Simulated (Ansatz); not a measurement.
**Phonon calculation of GeSi**

GeSi (4 atoms in the cell), computed with DFT PBEsol, scalar-relativistic, plane waves, PAW, no spin polarisation (Ansatz 0.2.0).

The structure derives from a Materials Project entry. It belongs to a series of runs on one base structure; here: zone-centre phonons at 11 GPa.

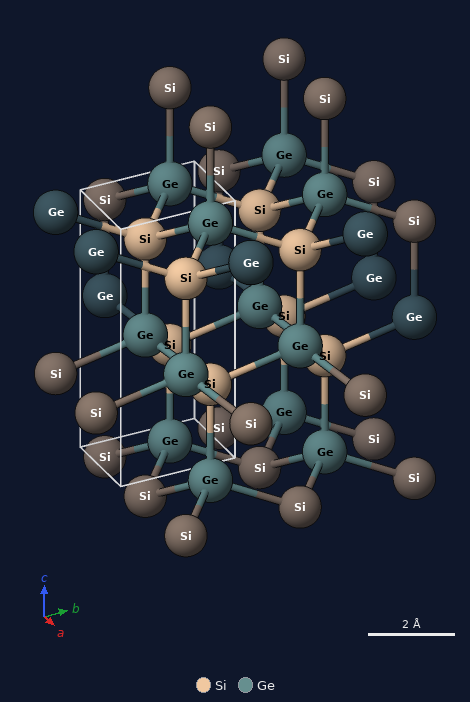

Fig. 1: The structure (ball-and-stick view of the cell of the calculation, repeated 2 × 2 × 1, seen slightly off an axis; neighbours outside the cell are drawn fainter). Near neighbours in the crystal (not all of them lie inside the picture): Si has 4 Ge at 2.31 to 2.32 Å; Ge has 4 Si at 2.31 to 2.32 Å.

## Results in brief

```tsv
quantity	value
outcome	converged
space group (tolerance 0.01 Å)	P6₃mc (186)
electrons treated	36
free energy	−9749.5971 eV
Fermi energy	9.143 eV
gap on the k-point mesh	0.15 eV
hardware	1 thread of Intel Xeon (Sapphire Rapids), 32 GiB of memory available, shared host
wall time	2.2 min
peak memory	1.7 GiB
```

## Input file
```yaml
crystal:
  lattice:
    - [3.7604704834, 0.0, 0.0]
    - [-1.8802352417, 3.2566629688, 0.0]
    - [0.0, 0.0, 6.2282596188]
  atoms:
    - { symbol: Si, position: [0.6666666667, 0.3333333333, 0.8740538812] }
    - { symbol: Si, position: [0.3333333333, 0.6666666667, 0.3740538812] }
    - { symbol: Ge, position: [0.6666666667, 0.3333333333, 0.5009451188] }
    - { symbol: Ge, position: [0.3333333333, 0.6666666667, 0.0009451188] }
basis:
  ecutwfc: 420
kpoints:
  mp_grid: { grid: [12, 12, 6] }
hamiltonian:
  xc: pbesol
scf:
  occupations: { method: gaussian, width: 0.01 }
output:
  eigenvalues: true
phonons:
  method: dfpt
  eigenvectors: true
```

Launch command:
```bash
ansatz run input.yaml --threads 1 --pin off --max-ram 3072MiB --backend cpu --events-out ev --progress --plain --runs-dir out
```

## What the program printed
```
Engine: ansatz 0.2.0, x86_64-unknown-linux-gnu
Pseudopotentials: kind: paw
Pseudopotential: Si, paw, valence charge 4, recommended cutoff 420 eV (normal), Si.paw.azcp
Pseudopotential: Ge, paw, valence charge 14, recommended cutoff 420 eV (normal), Ge.paw.azcp
Functional definition: PBEsol
  exchange = pbesol_x
  correlation = pbesol_c
Crystal: 4 atoms, lattice volume = 76.275 Å³
Basis set: ecut = 420 eV, 1521 PW (Γ), exchange–correlation on 54×54×96 points (8 copies of the dense FFT grid, shifted against one another)
Bands: 22, of which v1, the nominal top of the filled ones, is band 18 counted from 1 (17 counted from 0)
Symmetry: 12 space group operations
k-points: 242 of 864 (irreducible under 2 space group operations, time reversal used)
Non-local potential: Si, projectors of the file, l = 0: 2, l = 1: 2, l = 2: 2
Non-local potential: Ge, projectors of the file, l = 0: 2, l = 1: 2, l = 2: 3, l = 3: 1
PAW form: soft (Blöchl's): semilocal exchange-correlation on the pseudo side does not see the compensation charge
PAW frozen core: Si, regenerated for the run's functional, and the local potential with it (the file was generated under x = pbe(κ = 0.804, μ = 0.2195149727645171), c = pbe(β = 0.06672455060314922))
PAW frozen core: Ge, regenerated for the run's functional, and the local potential with it (the file was generated under x = pbe(κ = 0.804, μ = 0.2195149727645171), c = pbe(β = 0.06672455060314922))
PAW one-centre angular grid: Si, 110 points (default); XC on 64 Gauss nodes
PAW one-centre angular grid: Ge, 590 points (default); XC on 64 Gauss nodes
Initial density: superposition of atomic densities (neutral atoms: chi_scale 0, normalization atom), corrected by the library's trained network
Initial wavefunctions: pseudopotential atomic-orbital guess
Functional: x = pbesol(κ = 0.804, μ = 0.12345679012345678), c = pbesol(β = 0.046)
SCF iter   1: F=—  HF=-9749.599810 eV  |F-HF|=—  |Δ(HF+E_count)|=         —  Δρ=2.31e-3  dr2=3.18e-3  ethr=1.77e-3  ⟨swp⟩=6.3  Hψ=26120  notcnv=0
preconditioner: auto → Resta (q_TF=auto, 2.407 Å⁻¹)  ε∞=2.8  [insulator: Δε(μ)=0.145 eV  Ē_g=18.865 eV  σ=0.010 eV  W_gap=1.00  n_scr=22 (ndim 8)  ℏωp=25.5 eV  f_vac=0.002  D(μ)=0.00/eV (n_scr^D=0)  ε∞_Penn≈2.8]
SCF iter   2: F=—  HF=-9749.597194 eV  |F-HF|=—  |Δ(HF+E_count)|=   2.62e-3  Δρ=1.32e-3  dr2=9.47e-4  ethr=8.83e-6  ⟨swp⟩=3.0  Hψ=12554  notcnv=0
SCF iter   3: F=—  HF=-9749.597081 eV  |F-HF|=—  |Δ(HF+E_count)|=   1.12e-4  Δρ=3.31e-4  dr2=3.61e-5  ethr=2.63e-6  ⟨swp⟩=2.0  Hψ=10648  notcnv=0
SCF iter   4: F=—  HF=-9749.597073 eV  |F-HF|=—  |Δ(HF+E_count)|=   8.70e-6  Δρ=1.76e-4  dr2=1.54e-5  ethr=1.00e-7  ⟨swp⟩=2.0  Hψ=9680  notcnv=0
SCF iter   5: F=—  HF=-9749.597054 eV  |F-HF|=—  |Δ(HF+E_count)|=   1.89e-5  Δρ=6.16e-5  dr2=1.72e-6  ethr=4.27e-8  ⟨swp⟩=2.0  Hψ=9666  notcnv=0
SCF iter   6: F=—  HF=-9749.597052 eV  |F-HF|=—  |Δ(HF+E_count)|=   2.04e-6  Δρ=1.07e-5  dr2=9.57e-8  ethr=4.78e-9  ⟨swp⟩=2.0  Hψ=9643  notcnv=0
SCF iter   7: F=—  HF=-9749.597052 eV  |F-HF|=—  |Δ(HF+E_count)|=   3.47e-8  Δρ=3.17e-6  dr2=4.92e-9  ethr=2.66e-10  ⟨swp⟩=2.0  Hψ=9680  notcnv=0
SCF iter   8: F=—  HF=-9749.597052 eV  |F-HF|=—  |Δ(HF+E_count)|=   1.72e-9  Δρ=1.13e-6  dr2=4.60e-10  ethr=1.37e-11  ⟨swp⟩=2.0  Hψ=6069  notcnv=0
SCF iter   9: F=-9749.597052 eV  HF=-9749.597052 eV  |F-HF|=9.09e-12  |Δ(HF+E_count)|=  1.24e-10  Δρ=1.53e-7  dr2=8.43e-12  ethr=1.00e-12  ⟨swp⟩=5.0  Hψ=25989  notcnv=0
SCF 1 converged in 9 iterations: F = -9749.597052 eV  dr2 = 8.43e-12
  greatest PAW one-centre occupation: 0.998 electrons in one spin orbital (limit 2), on the Ge atom at site 2 (counted from 0), in its partial waves of l = 2
```

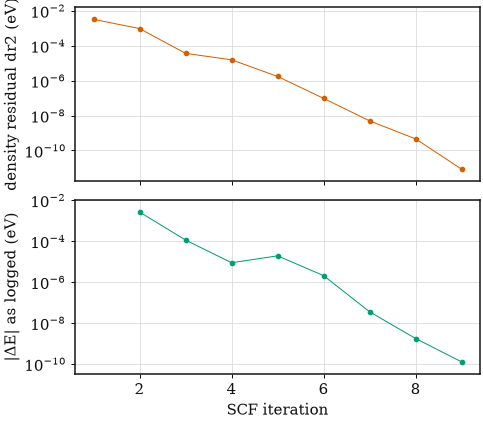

Fig. 2: Convergence of the self-consistent field: density residual dr2 and size of the energy change against the SCF iteration. The residual falls at every step.

```
DFPT response loops at Γ: preconditioner auto → Resta (q_TF=auto, 2.407 Å⁻¹)  ε∞=20.0 (no band partly filled); β = 1.00, the filter's whole step (`scf.mixing.beta` (0.50) is not read by the response loops at its default; to damp them type it under 1.00, their step now; it binds the ground state too); Broyden in place of MSR1
SCF converged after 9 iterations
Free energy (F): -9749.597052 eV
Harris-Foulkes:  -9749.597052 eV  (|F-HF|=9.09e-12)
Internal energy: -9749.597052 eV  (E = F + TS)
E sigma→0 (E₀):  -9749.597052 eV
Fermi energy:    9.143458 eV
--- Per-component energies (eV) ---
  E_band       = -264.310072
  E_kinetic    = 311.012935
  E_local      = -5148.106382  (includes V_loc(G=0)·N_el)
  E_nonlocal   = 896.022566
  E_hartree    = 2269.752209
  E_xc         = -262.870805
  E_vxc        = -227.799242  (∫ρ·V_xc dr)
  E_paw        = -4957.975746  (= ΣΔE_a)
  E_vpaw       = -634.944748  (= ΣTr[D̂ρ^β])
  E_aug_tail   = 0.000596  (compensation charges beyond the density's cutoff)
  E_ewald      = -2859.331417
  E_core_change = 1.898994  (= ΣΔE_core)
  E_smearing   = -0.000000  (= −TS)
  E_closure    = 0.000000  (closes the sum)
  Σ components = -9749.597052   (vs F -9749.597052, Δ=0.00e0)
--- Band table (eV; the first three rows and the last of 242) ---
  k-point 0: bands = ["-15.6657", "-15.6655", "-15.6609", "-15.6609", "-15.6568", "-15.6568", "-15.6253", "-15.6253", "-15.6191", "-15.6191", "-4.4978", "-2.0640", "0.9107", "7.2935", "7.2935", "8.6358", "9.0688", "9.0688", "9.7931", "11.0287", "11.0287", "11.1962"]
  k-point 1: bands = ["-15.6657", "-15.6655", "-15.6607", "-15.6607", "-15.6571", "-15.6571", "-15.6248", "-15.6248", "-15.6195", "-15.6195", "-4.4023", "-2.4067", "1.4416", "7.3736", "7.3736", "7.5785", "8.8651", "8.8651", "9.8880", "11.2094", "11.2094", "11.6904"]
  k-point 2: bands = ["-15.6656", "-15.6655", "-15.6600", "-15.6600", "-15.6579", "-15.6579", "-15.6236", "-15.6236", "-15.6206", "-15.6206", "-4.1186", "-3.0529", "2.6479", "5.8611", "7.6077", "7.6077", "8.4288", "8.4288", "10.1693", "11.1989", "11.6229", "11.6229"]
  k-point 241: bands = ["-15.6664", "-15.6664", "-15.6541", "-15.6541", "-15.6507", "-15.6507", "-15.6238", "-15.6238", "-15.6194", "-15.6194", "-1.5790", "-1.5790", "1.5447", "1.5447", "4.5593", "4.5593", "6.3639", "6.3639", "10.7335", "10.7335", "13.1549", "13.1549"]
--- Phonons (Γ-DFPT): 4 representative perturbations + reference, on 242 of 864 k-points (Σ response iterations 12) ---
  k mesh reduced under 2 symmetry operations, with k and −k counted as one. Each operation leaves every solved perturbation unchanged. A smaller set is not used because it would not reduce the number of displacements times k-points to solve
  ASR residual: 5.342e-5 → 0.000e0 eV/Å²; symmetrization residual: 1.718e-5 eV/Å²
  ASR residual per site (eV/Å²): 1.26e-5 1.26e-5 5.34e-5 5.34e-5
  Γ frequencies (cm⁻¹): 0.00 0.00 0.00 45.31 45.31 251.55 435.45 444.71 444.71 448.13 448.13 450.12
  non-analytic LO–TO correction: not included (Born effective charges unavailable; polar crystals: no LO–TO splitting at Γ)
```

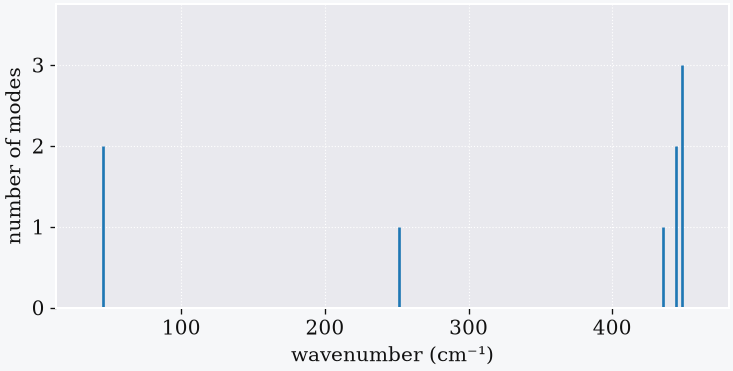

Fig. 3: Optical phonons at the zone centre (no LO–TO term); neighbouring modes closer than 3 cm⁻¹ are counted in one stick. 9 modes from 45 to 450 cm⁻¹, none imaginary.

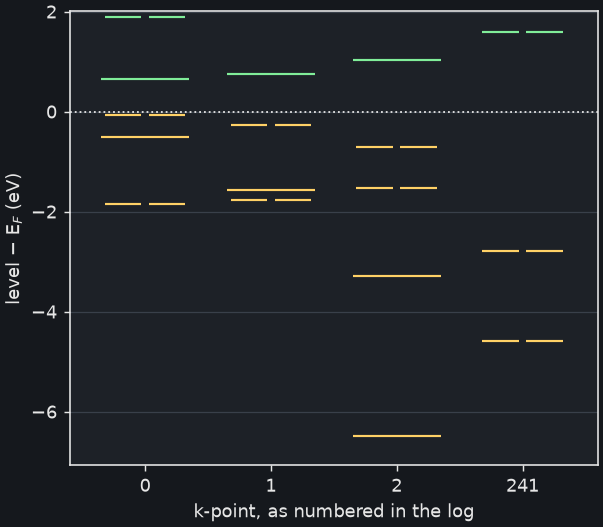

Fig. 4: Kohn–Sham levels near the Fermi level (dotted) at the few k-points that the log prints; levels within 0.02 eV of each other stand side by side. Among these points the highest filled and lowest empty levels are 0.72 eV apart; the gap on the full mesh, 0.15 eV, has an edge at a point that isn't printed.
